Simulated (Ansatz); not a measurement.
```
CELL_PARAMETERS angstrom
5.02141 0.00000 0.00000
0.00000 3.73043 0.00000
0.00000 0.00000 7.07593
ATOMIC_POSITIONS crystal
Si 0.28693 0.75000 0.61466
Si 0.71307 0.25000 0.38534
Si 0.21307 0.25000 0.11466
Si 0.78693 0.75000 0.88534
Ni 0.95933 0.75000 0.20395
Ni 0.04067 0.25000 0.79605
Ni 0.54067 0.25000 0.70395
Ni 0.45933 0.75000 0.29605
Ni 0.83051 0.75000 0.56032
Ni 0.16949 0.25000 0.43968
Ni 0.66949 0.25000 0.06032
Ni 0.33051 0.75000 0.93968
```

Space group Pnma; computed without spin polarisation.

All numbers below come from DFT PBE, scalar-relativistic, plane waves, PAW (Ansatz 0.2.0).

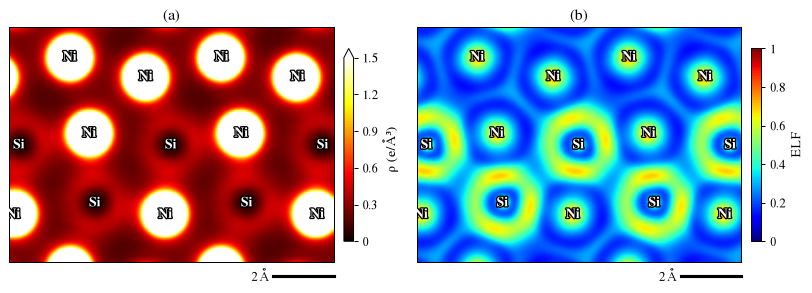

SiNi2. (a) valence charge density (pseudo); (b) electron localisation function on the (010) plane of the conventional cell.

**What do the fields say about this system?**

Atoms in the plane: Si and Ni. Si–Ni (2.32 Å): ρ is about 0.46 e/Å³ halfway; the ELF peaks at about 0.65 in the valence shell of Si, 0.9 Å from its nucleus, and is about 0.45 at the midpoint. Si–Ni (2.41 Å): ρ at the midpoint is about 0.4 e/Å³; the ELF peaks at about 0.65 in the valence shell of Si, 0.9 Å from its nucleus, and is about 0.45 at the midpoint. Between the atoms the lowest density in this plane is 0.16 e/Å³. The features right at Ni lie inside the PAW spheres, where the map follows smoothed inner orbitals and isn't to be read closely.
